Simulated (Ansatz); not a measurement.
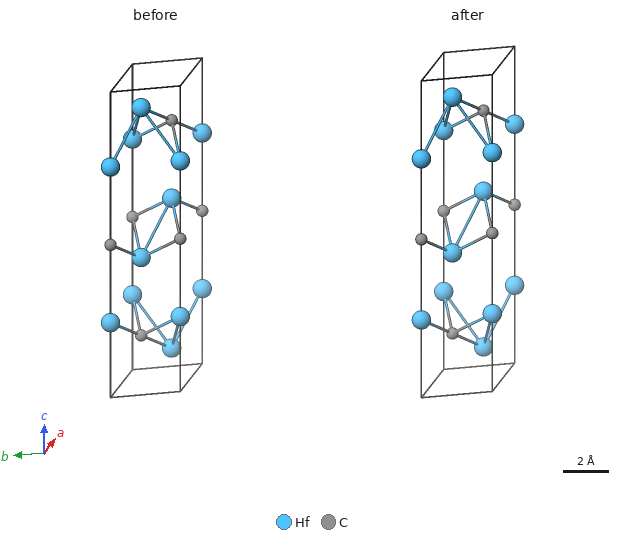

The structure of crystalline Hf2C (a generated structure, set up in R-3m) (coarse preliminary run) before (left) and after (right) a relaxation, at one scale.

A ball-and-stick model of the conventional cell (3 times the calculation's cell), seen from a free direction. Lengths and directions refer to the drawn axes.

Case: Ti → Hf on all its sites, cell and atoms relaxed.

Computed with DFT PBE, scalar-relativistic, plane waves, PAW (Ansatz).

Input
```yaml
crystal:
  lattice:
    - [1.6198304058, 0.9352095208, 5.0726187799]
    - [-1.6198304058, 0.9352095208, 5.0726187799]
    - [0.0, -1.8704190416, 5.0726187799]
  atoms:
    - { symbol: Hf, position: [0.2452906731, 0.2452906731, 0.2452906731] }
    - { symbol: Hf, position: [0.7547093269, 0.7547093269, 0.7547093269] }
    - { symbol: C, position: [0.5, 0.5, 0.5] }
basis:
  ecutwfc: 420
kpoints:
  mp_grid: { grid: [9, 9, 9] }
hamiltonian:
  xc: pbe
scf:
  occupations: { method: gaussian, width: 0.1 }
output:
  forces: true
  stress: true
  eigenvalues: true
relax:
  adjacent_minimum: "off"
  f_tol: 0.05
  max_steps: 60
  cell: { stress_tol: 0.5 }
```

Launched with:
```bash
ansatz run input.yaml --threads 1 --pin off --max-ram 1331MiB --backend cpu --events-out ev --progress --plain --runs-dir out
```

Question: Summarise the run.

Answer: The largest moves relative to the cell, 0.008 Å, are those of Hf1 and Hf2. Hf2 goes along −c. C stays in place. The volume changes by +7.0 %, with a = b 3.240 → 3.291 Å (+1.6 %), c 15.218 → 15.774 Å (+3.7 %). Some distances before and after: Hf1–Hf2 3.037 → 3.137 Å, Hf1–Hf2 (another image) 3.268 → 3.353 Å, Hf1–C3 2.220 → 2.273 Å, Hf1–Hf1 3.240 → 3.291 Å. The space group stays R-3m (No. 166). After 3 accepted moves (4 points after the start) the energy has fallen by 50.7 meV per atom. Largest force component: 1 eV/Å at the start, 0.0022 eV/Å at the end. The pressure goes from 14.27 to 0.09 GPa. The SCF was repeated once at an unchanged geometry on a basis and grid sized afresh for the cell, which shifted the energy by 1.4 meV per atom at most. The run took about 40 core-seconds on a shared host.
